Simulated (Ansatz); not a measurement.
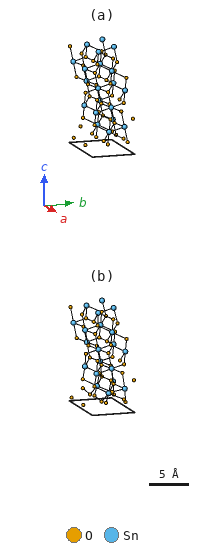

The structure of a slab of composition SnO₂ (cut from the P4_2/mnm phase) before (top) and after (bottom) a relaxation, at one scale.

Style: ball-and-stick. Shown: the 2 × 1 repeat of the cell, outlined in the plane, without the vacuum (origin shifted), slightly off an axis.

Case: (1 0 1) slab, atoms relaxed. The slab is the (1 0 1) face of SnO2.

All numbers below come from DFT PBEsol, scalar-relativistic, plane waves, PAW (Ansatz 0.2.0).

The input:
```yaml
crystal:
  lattice:
    - [4.7689689531, 0.0, 0.0]
    - [0.0, 5.7498216037, 0.0]
    - [0.0, 0.0, 27.5046751998]
  atoms:
    - { symbol: O, position: [0.6937234957, 0.2106948553, 0.272680915] }
    - { symbol: O, position: [0.8062765043, 0.7106948553, 0.272680915] }
    - { symbol: O, position: [0.1937234957, 0.9772288095, 0.31020937] }
    - { symbol: O, position: [0.3062765043, 0.4772288095, 0.31020937] }
    - { symbol: Sn, position: [0.0, 0.6879236648, 0.3398755806] }
    - { symbol: Sn, position: [0.5, 0.1879236648, 0.3398755806] }
    - { symbol: O, position: [0.6937234957, 0.8986185202, 0.3695417911] }
    - { symbol: O, position: [0.8062765043, 0.3986185202, 0.3695417911] }
    - { symbol: O, position: [0.1937234957, 0.6651524744, 0.4070702461] }
    - { symbol: O, position: [0.3062765043, 0.1651524744, 0.4070702461] }
    - { symbol: Sn, position: [0.0, 0.3758473297, 0.4367364567] }
    - { symbol: Sn, position: [0.5, 0.8758473297, 0.4367364567] }
    - { symbol: O, position: [0.6937234957, 0.586542185, 0.4664026672] }
    - { symbol: O, position: [0.8062765043, 0.086542185, 0.4664026672] }
    - { symbol: O, position: [0.1937234957, 0.3530761392, 0.5039311222] }
    - { symbol: O, position: [0.3062765043, 0.8530761392, 0.5039311222] }
    - { symbol: Sn, position: [0.0, 0.0637709945, 0.5335973328] }
    - { symbol: Sn, position: [0.5, 0.5637709945, 0.5335973328] }
    - { symbol: O, position: [0.6937234957, 0.2744658499, 0.5632635433] }
    - { symbol: O, position: [0.8062765043, 0.7744658499, 0.5632635433] }
    - { symbol: O, position: [0.1937234957, 0.0409998041, 0.6007919984] }
    - { symbol: O, position: [0.3062765043, 0.5409998041, 0.6007919984] }
    - { symbol: Sn, position: [0.0, 0.7516946594, 0.6304582089] }
    - { symbol: Sn, position: [0.5, 0.2516946594, 0.6304582089] }
    - { symbol: O, position: [0.6937234957, 0.9623895147, 0.6601244194] }
    - { symbol: O, position: [0.8062765043, 0.4623895147, 0.6601244194] }
    - { symbol: O, position: [0.1937234957, 0.7289234689, 0.6976528745] }
    - { symbol: O, position: [0.3062765043, 0.2289234689, 0.6976528745] }
    - { symbol: Sn, position: [0.0, 0.4396183242, 0.727319085] }
    - { symbol: Sn, position: [0.5, 0.9396183242, 0.727319085] }
basis:
  ecutwfc: 420
kpoints:
  mp_grid: { grid: [6, 5, 1] }
hamiltonian:
  xc: pbesol
scf:
  occupations: { method: gaussian, width: 0.05 }
output:
  forces: true
  eigenvalues: true
  write_density: true
  write_potential: true
  elf: true
  volumetric_format: npy
relax:
  adjacent_minimum: "off"
  f_tol: 0.02
  max_steps: 60
efield:
  axis: 3
  dipole_correction: true
  ramp_width: 0.04
```

Command:
```bash
ansatz run input.yaml --threads 4 --pin off --max-ram 10240MiB --backend cpu --events-out ev --progress --plain --runs-dir out
```

Q: Describe what moved and what it gained.

A: Over 11 accepted moves (13 points after the start) the energy falls by 4.260 eV per cell of the calculation. The largest force component goes from 1.3 to 0.0039 eV/Å. The line search rejected the trial steps at points 9, 12 of the run. The largest moves relative to the layer's centre, 1.07 Å, are those of O1 and O2. O2 goes at 70° to the normal (+c side). Largest moves by element: O 1.07 Å, Sn 0.18 Å. The cell stays as it was. Among the contacts that change: O1–O3 2.925 → 1.434 Å, O3–Sn6 2.066 → 2.412 Å, O1–Sn6 2.070 → 2.171 Å, Sn5–O9 2.070 → 2.127 Å. New bonds form, among them: O1–O3 (2.92 → 1.43 Å), O2–O4 (2.92 → 1.43 Å). Among the angles between lasting bonds that change: O1–Sn6–O10 180.0° → 156.4°, O1–Sn6–O4 78.3° → 99.3°, O1–Sn6–O3 90.0° → 109.3°. The run took 21 min on 4 threads of Arm Neoverse V1, with other jobs on the host, peak memory 2.9 GiB.
